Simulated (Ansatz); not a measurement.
A series of calculations on HfS2

## 1. Vibrations

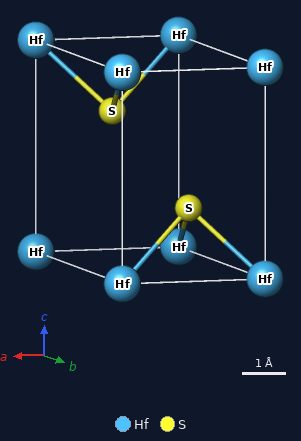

Lattice vibrations of crystalline HfS2 relaxed at 20 GPa, space group P-3m1 (No. 164), at the zone centre. A ball-and-stick model of the cell of the calculation, seen from a free direction.

These are results of DFT PBE+D3(BJ), scalar-relativistic, plane waves, PAW in Ansatz 0.2.0, not measurements. Settings: plane-wave cutoff 420 eV; k-point mesh 12 × 12 × 8; occupations fermi dirac; smearing width 0.15 eV; target pressure 20 GPa; no spin polarisation.

The frequencies depend somewhat on the k-mesh and the smearing.

Which optical modes does it have, at what frequencies, and is it stable there?

Answer. The calculation's cell holds 3 atoms, so there are 6 optical modes, in 4 levels. The optical modes span E_u + E_g + A₂u + A₁g. No level is unstable.

| level | symmetry | frequency (cm⁻¹) | activity |
| --- | --- | --- | --- |
| 1 | E_u | 202 | infrared-active |
| 2 | E_g | 284 | Raman-active |
| 3 | A₂u | 365 | infrared-active |
| 4 | A₁g | 414 | Raman-active |

The crystal is a metal, so free carriers screen the infrared response.

The displacement patterns (one member of each degenerate set):

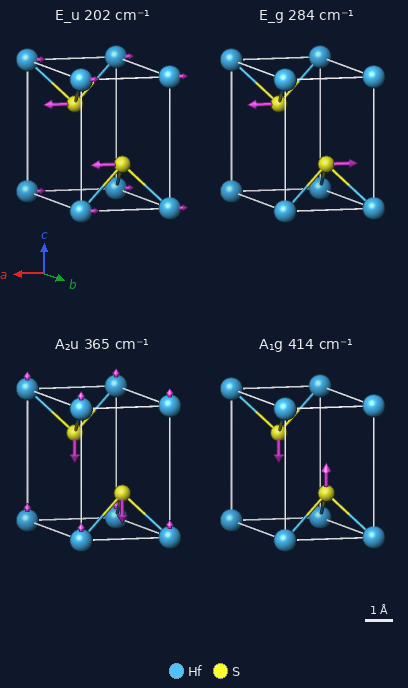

## 2. One mode

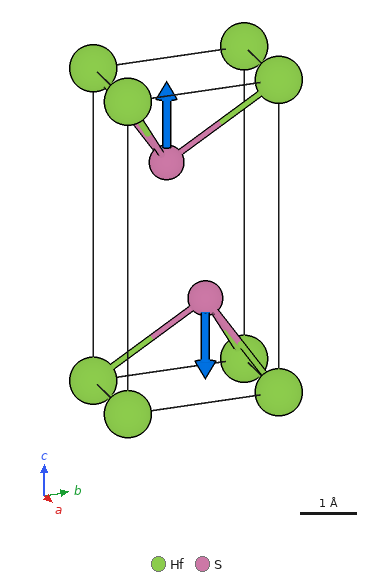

One vibrational mode of solid HfS2 relaxed at 1 GPa at the zone centre. The blue arrows give the relative displacements of the atoms. Style: ball-and-stick. Shown: the cell of the calculation, slightly off an axis.

Level of theory: DFT PBEsol, scalar-relativistic, plane waves, PAW (Ansatz).

The input:
```yaml
crystal:
  lattice:
    - [3.5745717796, 0.0, 0.0]
    - [-1.7872858898, 3.0956699688, 0.0]
    - [0.0, 0.0, 5.7461293021]
  atoms:
    - { symbol: Hf, position: [0.0, 0.0, 0.0] }
    - { symbol: S, position: [0.6666666667, 0.3333333333, 0.7469481954] }
    - { symbol: S, position: [0.3333333333, 0.6666666667, 0.2530518046] }
basis:
  ecutwfc: 420
kpoints:
  mp_grid: { grid: [12, 12, 6] }
hamiltonian:
  xc: pbesol
scf:
  occupations: { method: fixed }
output:
  eigenvalues: true
phonons:
  method: dfpt
  dielectric: true
  rigid_motions: translations
  eigenvectors: true
```

Launched with:
```bash
ansatz run input.yaml --threads 1 --pin off --max-ram 3072MiB --backend cpu --events-out ev --progress --plain --runs-dir out
```

Frequencies are those without the non-analytic (LO–TO) term.

Question: Describe the mode and give its frequency.

Answer: This is the A₁g mode at 9.9 THz, the highest optical level, Raman-active by symmetry. The Hf atoms stay at rest; all motion is along c; atoms of one kind move against one another, with no net shift of their sublattice.

## 3. One mode

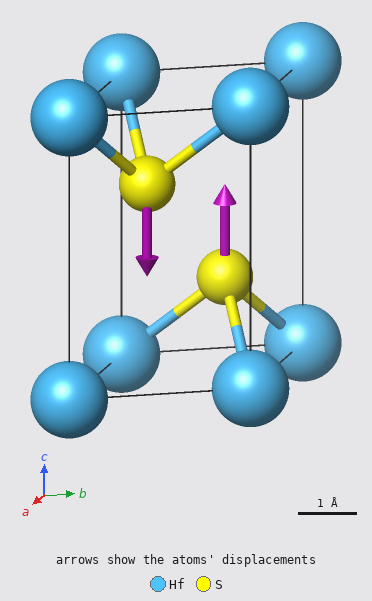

One vibrational mode of solid HfS$_{2}$ relaxed at 30 GPa at the zone centre. Displacements are drawn as purple arrows; their common scale and sign are arbitrary. Style: ball-and-stick. Shown: the cell of the calculation, slightly off an axis.

Method: DFT PBEsol, scalar-relativistic, plane waves, PAW in Ansatz 0.2.0. Set-up: plane-wave cutoff 420 eV; k-point mesh 12 × 12 × 8; occupations fermi dirac; smearing width 0.15 eV; target pressure 30 GPa; no spin polarisation.

The frequencies depend somewhat on the k-mesh and the smearing.

> Give the symmetry, activity and frequency of this mode.

This is the A₁g mode at 437 cm⁻¹, the highest optical level, Raman-active by symmetry. The Hf atoms stay at rest; all motion is along c; atoms of one kind move against one another, with no net shift of their sublattice.

## 4. Softest mode

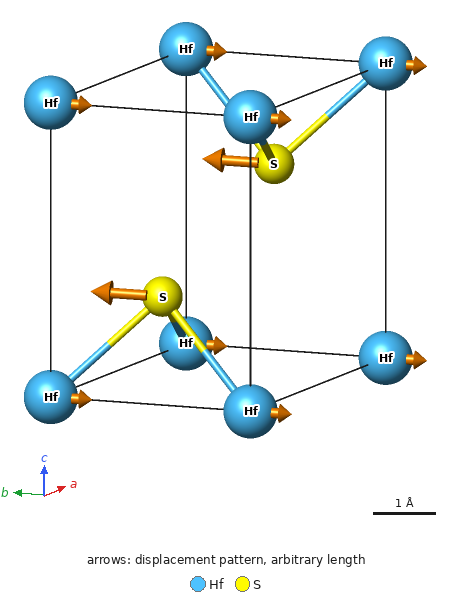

The lowest optical mode of a crystal of HfS$_{2}$ relaxed at 25 GPa, space group P-3m1 (No. 164), at the zone centre. Displacements are drawn as orange arrows; their common scale and sign are arbitrary. A ball-and-stick model of the cell of the calculation, seen from a free direction.

All numbers below come from Ansatz 0.2.0, DFT PBE+D3(BJ), scalar-relativistic, plane waves, PAW. Settings: plane-wave cutoff 420 eV; k-point mesh 12 × 12 × 8; occupations fermi dirac; smearing width 0.15 eV; target pressure 25 GPa; no spin polarisation.

The frequencies depend somewhat on the k-mesh and the smearing.

**Is the structure stable against all modes at this point?**

Yes: this softest mode has a real frequency, and so have all others here. That speaks for this wave vector alone: the rest of the zone wasn't checked in this run. This is the E_u mode (doubly degenerate; one member of the set is drawn) at 210 cm⁻¹, the lowest optical level, infrared-active by symmetry. The S sublattice moves against the Hf sublattice, along b; the kinetic energy is shared as S 74 %, Hf 26 %. The crystal is a metal, so free carriers screen the infrared response.
